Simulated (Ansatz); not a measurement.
# Run report: Pd, geometry relaxation

System: Pd (2 atoms in the cell).
Method: DFT, LDA, PAW with Ansatz's default frozen-core files, scalar-relativistic, no spin polarisation (Ansatz 0.2.0).

The structure was built on a prototype by a generator; it need not be a known phase. It belongs to a series of runs on one base structure; here: bulk cell relaxed.

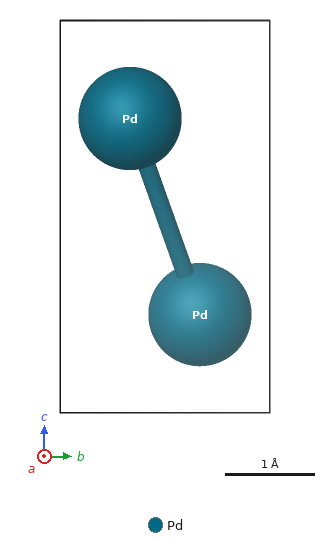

Fig. 1: The input geometry (ball-and-stick view of the cell of the calculation, along the a axis). An atom can appear more than once, as a periodic image. Near neighbours in the periodic cell (some may lie outside the picture): Pd has 12 Pd at 2.71 to 2.72 Å.

Input file
```yaml
crystal:
  lattice:
    - [2.7241461403, 0.0, 0.0]
    - [-1.3620730701, 2.3591797611, 0.0]
    - [0.0, 0.0, 4.4131167473]
  atoms:
    - { symbol: Pd, position: [0.3333333333, 0.6666666667, 0.25] }
    - { symbol: Pd, position: [0.6666666667, 0.3333333333, 0.75] }
kpoints:
  mp_grid: { grid: [18, 18, 10] }
scf:
  occupations: { method: fermi_dirac, width: 0.1 }
hamiltonian:
  xc: lda
  pseudopotentials: { kind: paw }
output:
  forces: true
  stress: true
relax:
  f_tol: 0.005
  max_steps: 40
  cell: {}
```

Run as:
```bash
ansatz run input.yaml --threads 1 --pin off --max-ram 3584MiB --backend cpu --events-out ev --progress --plain --runs-dir out
```

The program's output
```
Engine: ansatz 0.2.0, aarch64-unknown-linux-gnu
Pseudopotentials: kind: paw
Pseudopotential: Pd, paw, valence charge 18, recommended cutoff 420 eV (normal), Pd.paw.azcp
Functional definition: SPW92
  exchange = slater_x
  correlation = pw_c
Crystal: 2 atoms, lattice volume = 28.362 Å³
Basis set: ecut = 420 eV, 549 PW (Γ)
Bands: 22, of which v1, the nominal top of the filled ones, is band 18 counted from 1 (17 counted from 0)
Symmetry: 24 space group operations
Space group: P63/mmc (ITA 194), of the structure as read, at distance tolerance 3.0e-5 Å
k-points: 222 of 3240
Non-local potential: Pd, projectors of the file, l = 0: 2, l = 1: 2, l = 2: 2, l = 3: 1
PAW form: soft (Blöchl's): semilocal exchange-correlation on the pseudo side does not see the compensation charge
PAW frozen core: Pd, regenerated for the run's functional, and the local potential with it (the file was generated under x = pbe(κ = 0.804, μ = 0.2195149727645171), c = pbe(β = 0.06672455060314922))
PAW one-centre angular grid: Pd, 590 points (default); XC on 64 Gauss nodes
Initial density: superposition of atomic densities (neutral atoms: chi_scale 0, normalization atom), corrected by the library's trained network
Initial wavefunctions: pseudopotential atomic-orbital guess
Functional: x = slater, c = lda
SCF iter   1: F=—  HF=-13689.164135 eV  |F-HF|=—  |Δ(HF+E_count)|=         —  Δρ=1.24e-2  dr2=3.18e-2  ethr=1.77e-3  ⟨swp⟩=5.0  Hψ=22082  notcnv=0
preconditioner: auto → none  [metal: Δε(μ)=0.002 eV  Ē_g=9.839 eV  σ=0.100 eV  W_gap=0.00  n_scr=8 (ndim 8)  ℏωp=31.2 eV  f_vac=0.000  D(μ)=4.41/eV (n_scr^D=66)  sad-step TF]
SCF iter   2: F=—  HF=-13689.157563 eV  |F-HF|=—  |Δ(HF+E_count)|=   6.57e-3  Δρ=6.04e-3  dr2=7.56e-3  ethr=8.83e-5  ⟨swp⟩=1.0  Hψ=6680  notcnv=0
SCF iter   3: F=—  HF=-13689.155403 eV  |F-HF|=—  |Δ(HF+E_count)|=   2.16e-3  Δρ=4.56e-4  dr2=5.19e-5  ethr=2.10e-5  ⟨swp⟩=2.1  Hψ=6534  notcnv=0
SCF iter   4: F=—  HF=-13689.155388 eV  |F-HF|=—  |Δ(HF+E_count)|=   1.53e-5  Δρ=7.83e-5  dr2=4.59e-7  ethr=1.44e-7  ⟨swp⟩=2.0  Hψ=6788  notcnv=0
SCF iter   5: F=—  HF=-13689.155389 eV  |F-HF|=—  |Δ(HF+E_count)|=   3.65e-7  Δρ=2.81e-5  dr2=1.08e-7  ethr=1.27e-9  ⟨swp⟩=2.3  Hψ=8714  notcnv=0
SCF iter   6: F=-13689.155389 eV  HF=-13689.155389 eV  |F-HF|=9.09e-11  |Δ(HF+E_count)|=   3.11e-8  Δρ=2.88e-6  dr2=9.85e-10  ethr=2.78e-10  ⟨swp⟩=4.0  Hψ=15701  notcnv=0
SCF 1 converged in 6 iterations: F = -13689.155389 eV  dr2 = 9.85e-10
  greatest PAW one-centre occupation: 0.998 electrons in one spin orbital (limit 2), on the Pd atom at site 1 (counted from 0), in its partial waves of l = 0
relax step   1: F+E_penalty+E_count = -13689.15538852 eV  Δ(F+E_penalty+E_count) = +0.000e0 eV  max|allowed force component| = 9.252e-17 eV/Å  Δτ_max = 0.0000 Å  P = +1.004 GPa  Ω = 28.362 Å³  (6 SCF iters, dr2 threshold 1.00e-7 eV, accepted)
Crystal: 2 atoms, lattice volume = 28.567 Å³
Initial density: handed on by an earlier stage of this run
Initial wavefunctions: those handed on with the density
iter 1 solved again at ethr=6.22e-6 eV; its pass at ethr=3.10e-3 eV (dr2=2.24e-3 eV) is discarded
SCF iter   1: F=—  HF=-13689.163590 eV  |F-HF|=—  |Δ(HF+E_count)|=         —  Δρ=5.33e-3  dr2=2.49e-3  ethr=6.22e-6  ⟨swp⟩=1.0  Hψ=23691  notcnv=0
preconditioner: auto → Kerker (q_TF=auto, 2.836 Å⁻¹)  [metal: Δε(μ)=0.002 eV  Ē_g=9.790 eV  σ=0.100 eV  W_gap=0.00  n_scr=10 (ndim 8)  ℏωp=31.1 eV  f_vac=0.000  D(μ)=4.26/eV (n_scr^D=66)]
SCF iter   2: F=—  HF=-13689.162847 eV  |F-HF|=—  |Δ(HF+E_count)|=   7.43e-4  Δρ=2.09e-3  dr2=4.36e-4  ethr=6.22e-6  ⟨swp⟩=1.0  Hψ=4884  notcnv=0
SCF iter   3: F=—  HF=-13689.162687 eV  |F-HF|=—  |Δ(HF+E_count)|=   1.60e-4  Δρ=3.79e-4  dr2=1.43e-5  ethr=1.21e-6  ⟨swp⟩=2.0  Hψ=8056  notcnv=0
SCF iter   4: F=—  HF=-13689.162686 eV  |F-HF|=—  |Δ(HF+E_count)|=   1.83e-6  Δρ=3.69e-5  dr2=2.26e-7  ethr=3.98e-8  ⟨swp⟩=2.0  Hψ=6751  notcnv=0
iter 5 did not close the SCF: its close was put off for the readings that it lacked (scf_convergence_deferred on its scf_iter line)
SCF iter   5: F=-13689.162686 eV  HF=-13689.162686 eV  |F-HF|=2.92e-9  |Δ(HF+E_count)|=   4.61e-8  Δρ=8.67e-6  dr2=9.34e-9  ethr=6.28e-10  ⟨swp⟩=2.1  Hψ=6867  notcnv=0
SCF iter   6: F=-13689.162686 eV  HF=-13689.162686 eV  |F-HF|=3.27e-10  |Δ(HF+E_count)|=   1.01e-9  Δρ=2.00e-6  dr2=5.67e-10  ethr=2.59e-11  ⟨swp⟩=1.8  Hψ=15294  notcnv=0
SCF 2 converged in 6 iterations: F = -13689.162686 eV  dr2 = 5.67e-10
relax step   2: F+E_penalty+E_count = -13689.16268562 eV  Δ(F+E_penalty+E_count) = -7.297e-3 eV  max|allowed force component| = 3.007e-17 eV/Å  Δτ_max = 0.0000 Å  P = -0.732 GPa  Ω = 28.567 Å³  energy of the carried Pulay correction = -4.446e-5 eV  (6 SCF iters, dr2 threshold 2.00e-7 eV, accepted)
Crystal: 2 atoms, lattice volume = 28.392 Å³
iter 1 solved again at ethr=3.15e-6 eV; its pass at ethr=3.10e-3 eV (dr2=1.13e-3 eV) is discarded
SCF iter   1: F=—  HF=-13689.163946 eV  |F-HF|=—  |Δ(HF+E_count)|=         —  Δρ=3.42e-3  dr2=1.09e-3  ethr=3.15e-6  ⟨swp⟩=1.1  Hψ=23489  notcnv=0
preconditioner: auto → Kerker (q_TF=auto, 2.838 Å⁻¹)  [metal: Δε(μ)=0.003 eV  Ē_g=9.806 eV  σ=0.100 eV  W_gap=0.01  n_scr=10 (ndim 8)  ℏωp=31.2 eV  f_vac=0.000  D(μ)=4.13/eV (n_scr^D=66)]
SCF iter   2: F=—  HF=-13689.163628 eV  |F-HF|=—  |Δ(HF+E_count)|=   3.18e-4  Δρ=1.36e-3  dr2=1.98e-4  ethr=3.02e-6  ⟨swp⟩=1.0  Hψ=4884  notcnv=0
SCF iter   3: F=—  HF=-13689.163556 eV  |F-HF|=—  |Δ(HF+E_count)|=   7.18e-5  Δρ=2.52e-4  dr2=7.75e-6  ethr=5.49e-7  ⟨swp⟩=2.0  Hψ=8170  notcnv=0
SCF iter   4: F=—  HF=-13689.163554 eV  |F-HF|=—  |Δ(HF+E_count)|=   1.79e-6  Δρ=3.44e-5  dr2=2.13e-7  ethr=2.15e-8  ⟨swp⟩=2.4  Hψ=6957  notcnv=0
iter 5 did not close the SCF: its close was put off for the readings that it lacked (scf_convergence_deferred on its scf_iter line)
SCF iter   5: F=-13689.163554 eV  HF=-13689.163554 eV  |F-HF|=1.55e-8  |Δ(HF+E_count)|=   4.66e-8  Δρ=1.14e-5  dr2=3.23e-8  ethr=5.93e-10  ⟨swp⟩=2.8  Hψ=9535  notcnv=0
SCF iter   6: F=-13689.163554 eV  HF=-13689.163554 eV  |F-HF|=1.35e-10  |Δ(HF+E_count)|=   7.24e-9  Δρ=2.36e-6  dr2=8.88e-10  ethr=8.98e-11  ⟨swp⟩=2.0  Hψ=14919  notcnv=0
SCF 3 converged in 6 iterations: F = -13689.163554 eV  dr2 = 8.88e-10
relax step   3: F+E_penalty+E_count = -13689.16355397 eV  Δ(F+E_penalty+E_count) = -8.684e-4 eV  max|allowed force component| = 2.776e-17 eV/Å  Δτ_max = 0.0000 Å  P = +0.632 GPa  Ω = 28.392 Å³  energy of the carried Pulay correction = -1.193e-5 eV  (6 SCF iters, dr2 threshold 2.00e-7 eV, accepted)
Crystal: 2 atoms, lattice volume = 28.474 Å³
iter 1 solved again at ethr=4.27e-7 eV; its pass at ethr=3.10e-3 eV (dr2=1.54e-4 eV) is discarded
SCF iter   1: F=—  HF=-13689.163828 eV  |F-HF|=—  |Δ(HF+E_count)|=         —  Δρ=9.50e-4  dr2=9.10e-5  ethr=4.27e-7  ⟨swp⟩=2.0  Hψ=22806  notcnv=0
preconditioner: auto → Kerker (q_TF=auto, 2.837 Å⁻¹)  [metal: Δε(μ)=0.002 eV  Ē_g=9.809 eV  σ=0.100 eV  W_gap=0.00  n_scr=10 (ndim 8)  ℏωp=31.1 eV  f_vac=0.000  D(μ)=4.21/eV (n_scr^D=66)]
SCF iter   2: F=—  HF=-13689.163803 eV  |F-HF|=—  |Δ(HF+E_count)|=   2.51e-5  Δρ=3.86e-4  dr2=1.76e-5  ethr=2.53e-7  ⟨swp⟩=1.0  Hψ=4884  notcnv=0
SCF iter   3: F=—  HF=-13689.163797 eV  |F-HF|=—  |Δ(HF+E_count)|=   6.16e-6  Δρ=7.54e-5  dr2=9.13e-7  ethr=4.89e-8  ⟨swp⟩=1.0  Hψ=4884  notcnv=0
iter 4 did not close the SCF: its close was put off for the readings that it lacked (scf_convergence_deferred on its scf_iter line)
SCF iter   4: F=-13689.163796 eV  HF=-13689.163796 eV  |F-HF|=1.42e-8  |Δ(HF+E_count)|=   2.71e-7  Δρ=1.43e-5  dr2=3.30e-8  ethr=2.54e-9  ⟨swp⟩=2.2  Hψ=6997  notcnv=0
iter 5 did not close the SCF: its close was put off for the readings that it lacked (scf_convergence_deferred on its scf_iter line)
SCF iter   5: F=-13689.163796 eV  HF=-13689.163796 eV  |F-HF|=1.13e-9  |Δ(HF+E_count)|=   7.95e-9  Δρ=4.59e-6  dr2=4.73e-9  ethr=9.16e-11  ⟨swp⟩=2.8  Hψ=9674  notcnv=0
SCF iter   6: F=-13689.163796 eV  HF=-13689.163796 eV  |F-HF|=3.27e-11  |Δ(HF+E_count)|=  6.28e-10  Δρ=1.04e-6  dr2=1.34e-10  ethr=1.31e-11  ⟨swp⟩=2.0  Hψ=11637  notcnv=0
SCF 4 converged in 6 iterations: F = -13689.163796 eV  dr2 = 1.34e-10
relax step   4: F+E_penalty+E_count = -13689.16379626 eV  Δ(F+E_penalty+E_count) = -2.423e-4 eV  max|allowed force component| = 2.544e-17 eV/Å  Δτ_max = 0.0000 Å  P = -0.021 GPa  Ω = 28.474 Å³  energy of the carried Pulay correction = -2.767e-5 eV  (6 SCF iters, dr2 threshold 2.00e-7 eV, accepted)
Initial wavefunctions: pseudopotential atomic-orbital guess (no wavefunctions were taken with the density)
iter 1 solved again at ethr=5.17e-9 eV; its pass at ethr=3.10e-3 eV (dr2=1.86e-6 eV) is discarded
SCF iter   1: F=—  HF=-13689.163832 eV  |F-HF|=—  |Δ(HF+E_count)|=         —  Δρ=1.77e-4  dr2=1.92e-7  ethr=5.17e-9  ⟨swp⟩=3.1  Hψ=34900  notcnv=0
preconditioner: auto → Kerker (q_TF=auto, 2.837 Å⁻¹)  [metal: Δε(μ)=0.002 eV  Ē_g=9.800 eV  σ=0.100 eV  W_gap=0.00  n_scr=10 (ndim 8)  ℏωp=31.1 eV  f_vac=0.000  D(μ)=4.21/eV (n_scr^D=66)]
SCF iter   2: F=—  HF=-13689.163835 eV  |F-HF|=—  |Δ(HF+E_count)|=   3.04e-6  Δρ=8.99e-5  dr2=4.97e-8  ethr=5.34e-10  ⟨swp⟩=1.0  Hψ=4884  notcnv=0
SCF iter   3: F=—  HF=-13689.163837 eV  |F-HF|=—  |Δ(HF+E_count)|=   1.05e-6  Δρ=1.16e-6  dr2=5.25e-11  ethr=1.38e-10  ⟨swp⟩=1.0  Hψ=4884  notcnv=0
iter 4 did not close the SCF: its close was put off for the readings that it lacked (scf_convergence_deferred on its scf_iter line)
SCF iter   4: F=-13689.163837 eV  HF=-13689.163837 eV  |F-HF|=0.00e0  |Δ(HF+E_count)|=  1.02e-10  Δρ=2.02e-7  dr2=4.11e-12  ethr=1.00e-12  ⟨swp⟩=1.1  Hψ=4912  notcnv=0
iter 5 did not close the SCF: its close was put off for the readings that it lacked (scf_convergence_deferred on its scf_iter line)
SCF iter   5: F=-13689.163837 eV  HF=-13689.163837 eV  |F-HF|=3.64e-12  |Δ(HF+E_count)|=  3.64e-12  Δρ=2.44e-8  dr2=1.50e-13  ethr=1.00e-12  ⟨swp⟩=1.0  Hψ=4884  notcnv=0
iter 6 did not close the SCF: its close was put off for the readings that it lacked (scf_convergence_deferred on its scf_iter line)
SCF iter   6: F=-13689.163837 eV  HF=-13689.163837 eV  |F-HF|=0.00e0  |Δ(HF+E_count)|=  3.64e-12  Δρ=7.91e-9  dr2=1.72e-14  ethr=1.00e-12  ⟨swp⟩=1.0  Hψ=4884  notcnv=0
iter 7 did not close the SCF: its close was put off for the readings that it lacked (scf_convergence_deferred on its scf_iter line)
SCF iter   7: F=-13689.163837 eV  HF=-13689.163837 eV  |F-HF|=0.00e0  |Δ(HF+E_count)|=    0.00e0  Δρ=2.06e-9  dr2=1.34e-15  ethr=1.00e-12  ⟨swp⟩=1.0  Hψ=4884  notcnv=0
SCF iter   8: F=-13689.163837 eV  HF=-13689.163837 eV  |F-HF|=1.82e-12  |Δ(HF+E_count)|=    0.00e0  Δρ=4.57e-10  dr2=5.39e-17  ethr=1.00e-12  ⟨swp⟩=2.0  Hψ=12438  notcnv=0
SCF 5 converged in 8 iterations: F = -13689.163837 eV  dr2 = 5.39e-17
relax step   5: F+E_penalty+E_count = -13689.16383650 eV  Δ(F+E_penalty+E_count) = -4.024e-5 eV  max|allowed force component| = 2.544e-17 eV/Å  Δτ_max = 0.0000 Å  P = -0.015 GPa  Ω = 28.474 Å³  stress off target by 2.86e-2 GPa  SCF on the basis re-selected at this cell (its energy is not comparable with the rows above)  (8 SCF iters)
```

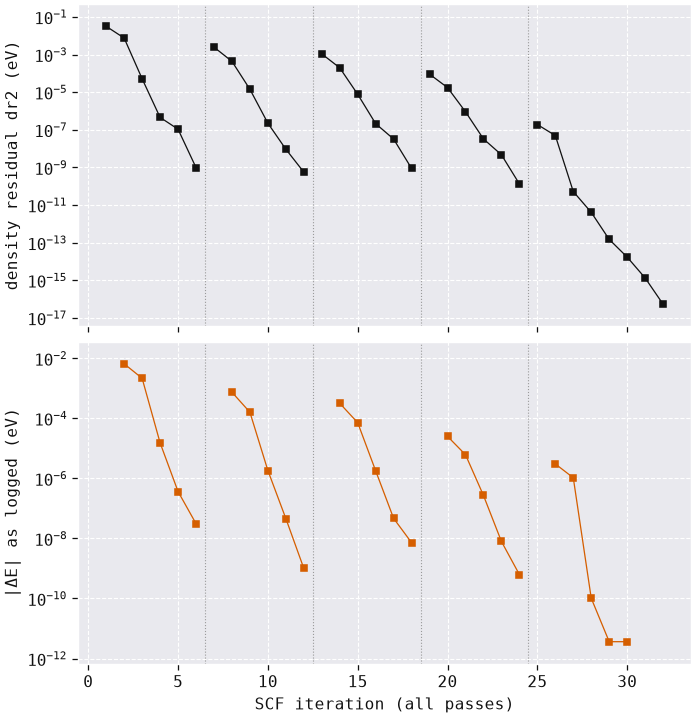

Fig. 2: Convergence of the self-consistent field: density residual dr2 and size of the energy change against the SCF iteration. The dotted lines part the SCF passes of the relaxation: geometry steps, rejected trials and re-solves on a re-selected basis. The 5 passes take 6 to 8 iterations each, 32 in all.

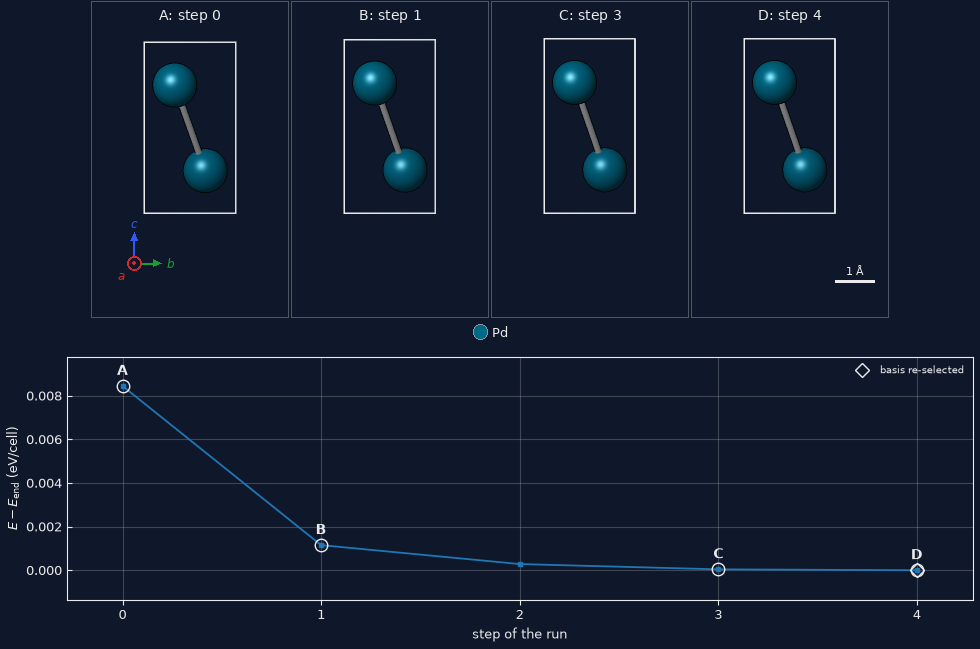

Fig. 3: Frames of the relaxation (ball-and-stick view of the cell of the calculation, along the a axis) above the curves, on which the letters mark them (the first geometry is step 0 here and step 1 in the log).

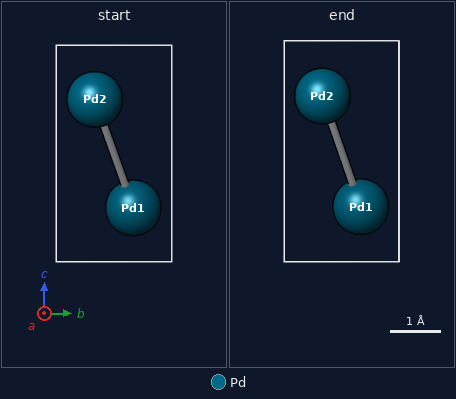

Fig. 4: Before (left) and after (right) the relaxation, at one scale (ball-and-stick view of the cell of the calculation, along the a axis). The atoms keep their places relative to the cell (all moves are under 0.005 Å). The volume changes by +0.4 %, with a = b 2.724 → 2.702 Å (−0.8 %), c 4.413 → 4.504 Å (+2.1 %). Distances before and after: Pd1–Pd2 2.710 → 2.739 Å, Pd1–Pd1 2.724 → 2.702 Å. The space group stays P6_3/mmc (No. 194). After 3 geometry steps the energy has fallen by 8.4 meV per cell of the calculation. All forces vanish by symmetry, so only the cell relaxes. The pressure goes from 1.00 to −0.02 GPa. A last SCF at the same geometry on a re-selected plane-wave basis shifts the energy by next to nothing (0.0 meV per cell of the calculation). (Atoms are counted from 1 in the order of the input.)

```
basis re-selected at this cell: Δ(F+E_penalty+E_count) = -4.024e-5 eV, ΔP = +0.005 GPa vs the last step (what re-selecting the basis moved, of the pressure what is left beyond the Pulay correction that the steps carried, after the strain that the cell walked since its last selection, with what the two solves' SCF thresholds leave and, on support functions, any second-order correction that the steps lacked; it is no measure of the basis error at this ecutwfc). The dense FFT grid was sized anew with the basis: this SCF ran on 20×20×32 points, the steps before it on 20×20×30, so part of this shift can come from that change (see relax.cell in the input reference). This SCF's stress stands 2.86e-2 GPa from its target on what of the cell is left free (relax.cell.stress_tol is 5.00e-2 GPa) and its largest allowed force component is 2.54e-17 eV/Å (relax.f_tol is 5.00e-3 eV/Å): within both
SCF converged after 8 iterations
Free energy (F): -13689.163837 eV
Harris-Foulkes:  -13689.163837 eV  (|F-HF|=1.82e-12)
Internal energy: -13689.031816 eV  (E = F + TS)
E sigma→0 (E₀):  -13689.097826 eV
Entropy (-TS):   -0.132021 eV (-66.010 meV/atom)
Fermi energy:    20.459567 eV
--- Per-component energies (eV) ---
  E_band       = -253.842261
  E_kinetic    = 1028.608799
  E_local      = -3406.557629  (includes V_loc(G=0)·N_el)
  E_nonlocal   = 445.766944
  E_hartree    = 1382.867577
  E_xc         = -336.205994
  E_vxc        = -423.770706  (∫ρ·V_xc dr)
  E_paw        = -7245.512459  (= ΣΔE_a)
  E_vpaw       = -663.625268  (= ΣTr[D̂ρ^β])
  E_aug_tail   = 0.000446  (compensation charges beyond the density's cutoff)
  E_ewald      = -5559.360966
  E_core_change = 1.361468  (= ΣΔE_core)
  E_smearing   = -0.132021  (= −TS)
  E_closure    = 0.000000  (closes the sum)
  Σ components = -13689.163837   (vs F -13689.163837, Δ=0.00e0)
--- Forces (eV/Å), atoms counted from 1 ---
  atom   1  Pd     0.00000000     0.00000000    -0.00000000
  atom   2  Pd     0.00000000     0.00000000     0.00000000
  max |Σ_I F_I| component: 1.39e-17 eV/Å
--- Stress (GPa, compression-positive) ---
       -0.028600      -0.000000      -0.000000
        0.000000      -0.028600      -0.000000
       -0.000000      -0.000000       0.011210
  P = ⅓ Tr σ = -0.0153 GPa (-0.153 kbar)
--- Relaxed structure (4 steps of the walk, 4 accepted, 1 SCFs on fresh bases) ---
  F+E_penalty+E_count = -13689.16383650 eV   max|allowed force component| = 2.544e-17 eV/Å   (the final SCF, on the basis selected at the relaxed cell)
  cell:  # Å, volume = 28.4738 Å³
    - [2.7018300615339137, -2.863107247329803e-11, 1.663037389387523e-33]
    - [-1.3509150307421618, 2.3398534700111577, 8.818614991198836e-34]
    - [2.694120570862361e-33, 3.1586241175627695e-33, 4.504005508334232]
  atoms:
    - { symbol: Pd, position: [0.33333333333333337, 0.6666666666666667, 0.25] }
    - { symbol: Pd, position: [0.6666666666666667, 0.3333333333333333, 0.75] }
```

Trajectory as extended XYZ (Å, eV, eV/Å), 5 frames, from step=1 to step=5
```
2
Lattice="2.7241 0.0000 0.0000 -1.3621 2.3592 0.0000 0.0000 0.0000 4.4131" Properties=species:S:1:pos:R:3:forces:R:3 step=1 energy=-13689.15539 pressure_GPa=1.00
Pd    0.0000    1.5728    1.1033    0.0000   0.0000   0.0000
Pd    1.3621    0.7864    3.3098    0.0000   0.0000   0.0000
2
Lattice="2.7130 0.0000 0.0000 -1.3565 2.3495 0.0000 0.0000 0.0000 4.4816" Properties=species:S:1:pos:R:3:forces:R:3 step=2 energy=-13689.16269 pressure_GPa=-0.73
Pd    0.0000    1.5664    1.1204    0.0000   0.0000   0.0000
Pd    1.3565    0.7832    3.3612    0.0000   0.0000   0.0000
2
Lattice="2.6963 0.0000 0.0000 -1.3481 2.3351 0.0000 0.0000 0.0000 4.5095" Properties=species:S:1:pos:R:3:forces:R:3 step=3 energy=-13689.16355 pressure_GPa=0.63
Pd    0.0000    1.5567    1.1274    0.0000   0.0000   0.0000
Pd    1.3481    0.7784    3.3821    0.0000   0.0000   0.0000
2
Lattice="2.7018 0.0000 0.0000 -1.3509 2.3399 0.0000 0.0000 0.0000 4.5040" Properties=species:S:1:pos:R:3:forces:R:3 step=4 energy=-13689.16380 pressure_GPa=-0.02
Pd    0.0000    1.5599    1.1260    0.0000   0.0000   0.0000
Pd    1.3509    0.7800    3.3780    0.0000   0.0000   0.0000
2
Lattice="2.7018 0.0000 0.0000 -1.3509 2.3399 0.0000 0.0000 0.0000 4.5040" Properties=species:S:1:pos:R:3:forces:R:3 step=5 energy=-13689.16384 pressure_GPa=-0.02
Pd    0.0000    1.5599    1.1260    0.0000   0.0000   0.0000
Pd    1.3509    0.7800    3.3780    0.0000   0.0000   0.0000
```

Key numbers

```json
{"quantity": "outcome", "value": "converged"}
{"quantity": "space group (tolerance 0.01 Å)", "value": "P6₃/mmc (194)"}
{"quantity": "electrons treated", "value": "36"}
{"quantity": "free energy", "value": "−13689.1638 eV"}
{"quantity": "Fermi energy", "value": "20.460 eV"}
{"quantity": "pressure", "value": "−0.02 GPa"}
{"quantity": "final volume", "value": "28.47 Å³"}
{"quantity": "largest force (length of the vector) at the end", "value": "under 0.001 eV/Å"}
{"quantity": "final cell", "value": "a = 2.702 Å, b = 2.702 Å, c = 4.504 Å, α = 90.00°, β = 90.00°, γ = 120.00°"}
{"quantity": "hardware", "value": "1 thread of Arm Neoverse V1, 24 GiB of memory available, shared host"}
{"quantity": "wall time", "value": "26 s"}
{"quantity": "peak memory", "value": "0.38 GiB"}
```
